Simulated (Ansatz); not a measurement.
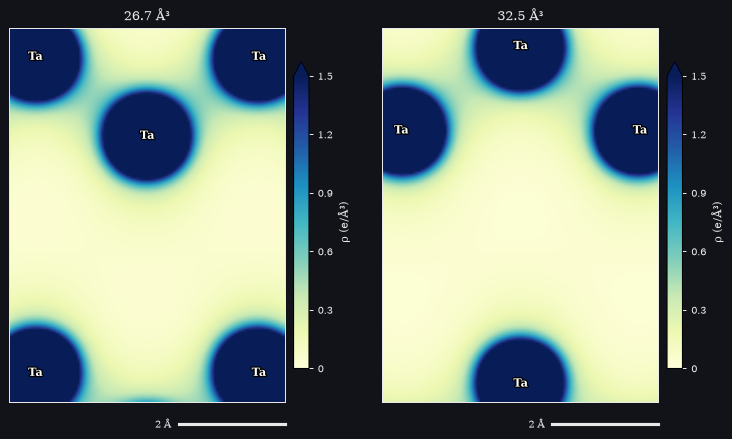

Ta. The valence electron density of cells scaled evenly to different volumes (given per atom above each panel), on the (011̄) plane of each (indices in the axes of the cell below), at one length scale and on one colour scale.

A generated structure, not necessarily the stable one.

Computed with DFT, revPBE, plane waves (420 eV) with PAW, scalar-relativistic in Ansatz.

In a PAW calculation such maps are meaningful between the atoms, not at the nuclei.

The largest cell:

```xyz
2
Lattice="0.0000 3.1908 3.1908 3.1908 0.0000 3.1908 3.1908 3.1908 0.0000" Properties=species:S:1:pos:R:3 pbc="T T T"
Ta    0.7977    0.7977    0.7977
Ta    5.5839    5.5839    5.5839
```

| volume (Å³/atom) | Ta–Ta contact in the plane (Å) | ρ at its midpoint (e/Å³) | 
| --- | --- | --- |
| 26.69 | 2.588 | 0.520 | 
| 29.01 | 2.661 | ? | 
| 32.49 | 2.763 | 0.423 | 

> What values belong in the row with question marks?

Over the known rows ln ρ falls by 1.18 per Å of Ta–Ta distance (the line through the two), which gives 0.477 e/Å³ at 2.661 Å; the calculation gives 0.474 e/Å³.
